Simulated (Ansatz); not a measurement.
# Run report: Ni3Si, geometry relaxation (part 2 of 2)

Continued. System: Ni3Si (Pm-3m, 4 atoms in the cell). Method: DFT PBE, scalar-relativistic, plane waves, PAW, no spin polarisation (Ansatz 0.2.0); cutoff 420 eV, 14×14×14 k-mesh, Fermi–Dirac smearing of 0.15 eV. The structure was made by a generator, so it may or may not be a known phase.

Geometry of the input (Å; fractional positions):
```
3.5063  0.0000  0.0000
0.0000  3.5063  0.0000
0.0000  0.0000  3.5063
Si 0.0000  0.0000  0.0000
Ni 0.0000  0.5000  0.5000
Ni 0.5000  0.0000  0.5000
Ni 0.5000  0.5000  0.0000
```

```
basis re-selected at this cell: Δ(F+E_penalty+E_count) = -2.668e-5 eV, ΔP = -0.001 GPa vs the last step (what re-selecting the basis moved, of the pressure what is left beyond the Pulay correction that the steps carried, after the strain that the cell walked since its last selection, with what the two solves' SCF thresholds leave and, on support functions, any second-order correction that the steps lacked; it is no measure of the basis error at this ecutwfc). This SCF's stress stands 5.29e-4 GPa from its target on what of the cell is left free (relax.cell.stress_tol is 1.00e-2 GPa) and its largest allowed force component is 7.80e-29 eV/Å (relax.f_tol is 1.00e-3 eV/Å): within both
SCF converged after 10 iterations
Free energy (F): -18156.878899 eV
Harris-Foulkes:  -18156.878899 eV  (|F-HF|=0.00e0)
Internal energy: -18156.708706 eV  (E = F + TS)
E sigma→0 (E₀):  -18156.793802 eV
Entropy (-TS):   -0.170193 eV (-42.548 meV/atom)
Fermi energy:    17.559437 eV
--- Per-component energies (eV) ---
  E_band       = -847.462689
  E_kinetic    = 895.536778
  E_local      = -11635.474878  (includes V_loc(G=0)·N_el)
  E_nonlocal   = 1931.782733
  E_hartree    = 4961.145027
  E_xc         = -313.086529
  E_vxc        = -379.633021  (∫ρ·V_xc dr)
  E_paw        = -5403.720749  (= ΣΔE_a)
  E_vpaw       = -1581.965931  (= ΣTr[D̂ρ^β])
  E_aug_tail   = 0.001576  (compensation charges beyond the density's cutoff)
  E_ewald      = -8592.892664
  E_smearing   = -0.170193  (= −TS)
  E_closure    = -0.000000  (closes the sum)
  Σ components = -18156.878899   (vs F -18156.878899, Δ=0.00e0)
--- Forces (eV/Å), atoms counted from 1 ---
  atom   1  Si    -0.00000000    -0.00000000     0.00000000
  atom   2  Ni    -0.00000000     0.00000000     0.00000000
  atom   3  Ni     0.00000000    -0.00000000    -0.00000000
  atom   4  Ni    -0.00000000     0.00000000     0.00000000
  max |Σ_I F_I| component: 1.26e-28 eV/Å
--- Stress (GPa, compression-positive) ---
       -0.000529      -0.000000       0.000000
       -0.000000      -0.000529       0.000000
        0.000000       0.000000      -0.000529
  P = ⅓ Tr σ = -0.0005 GPa (-0.005 kbar)
--- Band table (eV; the first three rows and the last of 120) ---
  k-point 0: bands = ["-85.7301", "-85.6946", "-85.6946", "-46.1998", "-46.1998", "-46.1998", "-46.1427", "-46.1427", "-46.1427", "-45.9882", "-45.9882", "-45.9882", "5.4971", "12.5376", "13.3859", "13.3859", "13.9029", "13.9029", "13.9029", "15.9092", "15.9092", "15.9092", "16.5327", "16.5327", "16.5327", "16.8296", "16.8296", "17.1691", "17.4880", "17.4880", "17.4880", "22.2393", "23.7490", "23.7490", "27.9523"]
  k-point 1: bands = ["-85.7297", "-85.6950", "-85.6946", "-46.1989", "-46.1989", "-46.1985", "-46.1430", "-46.1430", "-46.1427", "-45.9897", "-45.9889", "-45.9889", "5.5570", "12.5516", "13.2981", "13.4287", "13.8979", "13.8979", "13.9204", "15.7691", "15.7691", "15.8900", "16.3299", "16.6170", "16.6170", "16.8307", "16.8451", "17.1443", "17.4881", "17.5974", "17.5974", "22.3920", "23.7370", "23.9352", "27.7648"]
  k-point 2: bands = ["-85.7285", "-85.6962", "-85.6946", "-46.1961", "-46.1961", "-46.1948", "-46.1439", "-46.1439", "-46.1430", "-45.9941", "-45.9907", "-45.9907", "5.7350", "12.5212", "13.0822", "13.5535", "13.8804", "13.8804", "13.9713", "15.5388", "15.5388", "15.8343", "15.9688", "16.6605", "16.6605", "16.7985", "16.8322", "17.0715", "17.4883", "17.9513", "17.9513", "22.6133", "23.7013", "24.5596", "27.1254"]
  k-point 119: bands = ["-85.7063", "-85.7063", "-85.7063", "-46.2225", "-46.2225", "-46.2225", "-46.1548", "-46.0892", "-46.0892", "-46.0892", "-45.9575", "-45.9575", "9.3011", "13.1579", "13.1579", "13.1579", "13.7018", "13.7018", "13.7018", "15.2468", "15.2468", "15.2468", "16.0022", "16.0022", "16.0022", "16.2212", "16.2212", "16.9699", "17.2530", "17.2530", "17.2530", "18.6695", "21.4349", "21.4349", "21.4349"]
--- Relaxed structure (3 steps of the walk, 3 accepted, 1 SCFs on fresh bases) ---
  F+E_penalty+E_count = -18156.87889898 eV   max|allowed force component| = 7.797e-29 eV/Å   (the final SCF, on the basis selected at the relaxed cell)
  cell:  # Å, volume = 43.1873 Å³
    - [3.5084773691525064, 6.018531076210112e-36, -7.021619588911797e-35]
    - [-2.507721281754213e-34, 3.5084773691525064, 0.0]
    - [-7.021619588911797e-35, 0.0, 3.5084773691525064]
  atoms:
    - { symbol: Si, position: [5.364018937375876e-38, -4.197624192056545e-38, -1.4527551281419353e-38] }
    - { symbol: Ni, position: [-8.940031556186456e-38, 0.49999999999999994, 0.49999999999999994] }
    - { symbol: Ni, position: [0.49999999999999994, 1.1663947420929769e-38, 0.49999999999999994] }
    - { symbol: Ni, position: [0.49999999999999994, 0.49999999999999994, -1.4527551281418074e-38] }
```

## Trajectory as extended XYZ (Å, eV, eV/Å), 4 frames, from step=1 to step=4
```
4
Lattice="3.5063 0.0000 0.0000 0.0000 3.5063 0.0000 0.0000 0.0000 3.5063" Properties=species:S:1:pos:R:3:forces:R:3 step=1 energy=-18156.87880 pressure_GPa=0.39
Si    0.0000    0.0000    0.0000    0.0000   0.0000   0.0000
Ni    0.0000    1.7532    1.7532    0.0000   0.0000   0.0000
Ni    1.7532    0.0000    1.7532    0.0000   0.0000   0.0000
Ni    1.7532    1.7532    0.0000    0.0000   0.0000   0.0000
4
Lattice="3.5074 0.0000 0.0000 0.0000 3.5074 0.0000 0.0000 0.0000 3.5074" Properties=species:S:1:pos:R:3:forces:R:3 step=2 energy=-18156.87886 pressure_GPa=0.19
Si    0.0000    0.0000    0.0000    0.0000   0.0000   0.0000
Ni    0.0000    1.7537    1.7537    0.0000   0.0000   0.0000
Ni    1.7537    0.0000    1.7537    0.0000   0.0000   0.0000
Ni    1.7537    1.7537    0.0000    0.0000   0.0000   0.0000
4
Lattice="3.5085 0.0000 0.0000 0.0000 3.5085 0.0000 0.0000 0.0000 3.5085" Properties=species:S:1:pos:R:3:forces:R:3 step=3 energy=-18156.87887 pressure_GPa=0.00
Si    0.0000    0.0000    0.0000    0.0000   0.0000   0.0000
Ni    0.0000    1.7542    1.7542    0.0000   0.0000   0.0000
Ni    1.7542    0.0000    1.7542    0.0000   0.0000   0.0000
Ni    1.7542    1.7542    0.0000    0.0000   0.0000   0.0000
4
Lattice="3.5085 0.0000 0.0000 0.0000 3.5085 0.0000 0.0000 0.0000 3.5085" Properties=species:S:1:pos:R:3:forces:R:3 step=4 energy=-18156.87890 pressure_GPa=-0.00
Si    0.0000    0.0000    0.0000    0.0000   0.0000   0.0000
Ni    0.0000    1.7542    1.7542    0.0000   0.0000   0.0000
Ni    1.7542    0.0000    1.7542    0.0000   0.0000   0.0000
Ni    1.7542    1.7542    0.0000    0.0000   0.0000   0.0000
```

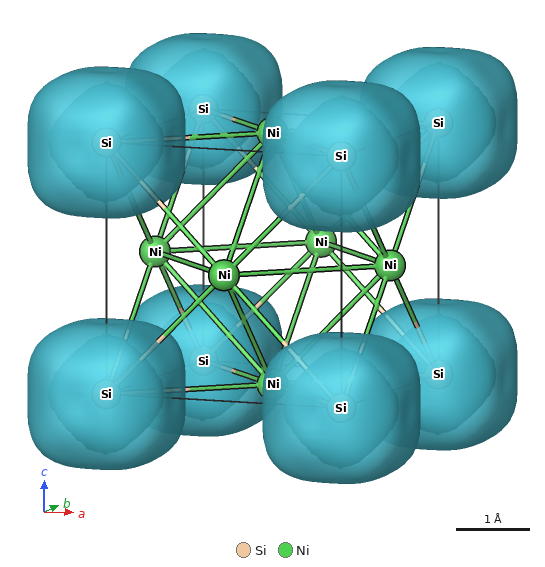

**Figure 1.** Isosurface of the electron localisation function at 0.55 (cyan), seen slightly off an axis. Core shells and regions of very low density are left out. Sticks mark near contacts. The outline is the cell set on symmetry axes. Along the contacts the grid gives the following. Si–Ni (2.48 Å): the ELF is about 0.40 at the midpoint. Ni–Ni (2.48 Å): the ELF is about 0.25 at the midpoint; no shared electron pair. Core electrons are frozen (PAW), so the fields are smoothed inside the atomic spheres.

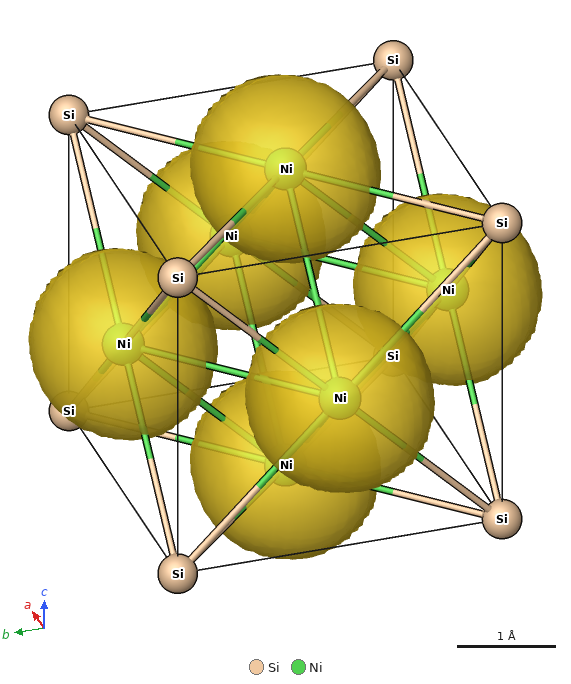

**Figure 2.** Isosurface of the valence charge density (pseudo) at 0.5 e/Å³ (yellow), seen at an oblique angle. Sticks mark near contacts. The outline is the cell set on symmetry axes. At this value the density breaks into separate islands; it holds about 80 % of the electrons treated as valence (semicore included). It is pinched off along the Si–Ni (2.48 Å) and Ni–Ni (2.48 Å) contacts. On the grid the lowest density along these lines, outside the cores, is 0.36 e/Å³ (Si–Ni, 2.48 Å) and 0.34 e/Å³ (Ni–Ni, 2.48 Å).

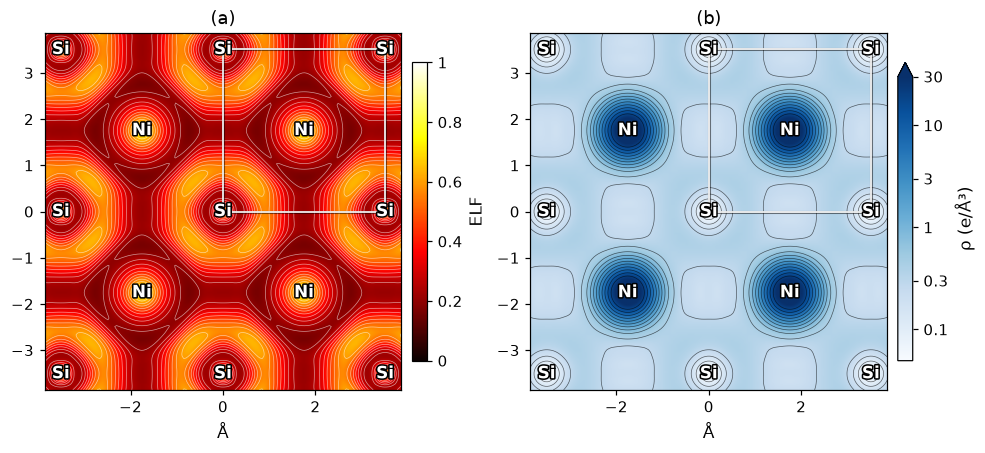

**Figure 3.** (a) ELF; (b) valence pseudo-density on the (010) plane of the conventional cell. The section cuts through Si and Ni sites. Si–Ni (2.48 Å): ρ at the midpoint is about 0.36 e/Å³; the ELF is about 0.40 at the midpoint. Away from the nuclei the density in this plane falls to 0.19 e/Å³ at its lowest. The strong features right at Ni lie inside the PAW spheres (semicore, d or f shells) and say nothing about bonding.

## Key numbers

| quantity | value |
| --- | --- |
| outcome | converged |
| space group (tolerance 0.01 Å) | Pm-3m (221) |
| electrons treated | 58 |
| free energy | −18156.8789 eV |
| Fermi energy | 17.559 eV |
| gap on the k-point mesh | none (metallic) |
| pressure | 0.00 GPa |
| final volume | 43.19 Å³ |
| largest force (length of the vector) at the end | under 0.001 eV/Å |
| final cell | a = 3.508 Å, b = 3.508 Å, c = 3.508 Å, α = 90.00°, β = 90.00°, γ = 90.00° |
| hardware | 1 thread of Intel Xeon @ 2.50GHz (Skylake/Cascade Lake), 189 GiB of memory available, shared host |
| wall time | 92 s |
| peak memory | 0.46 GiB |

## Remarks

The run has no spin polarisation, so a magnetic state may lie lower.
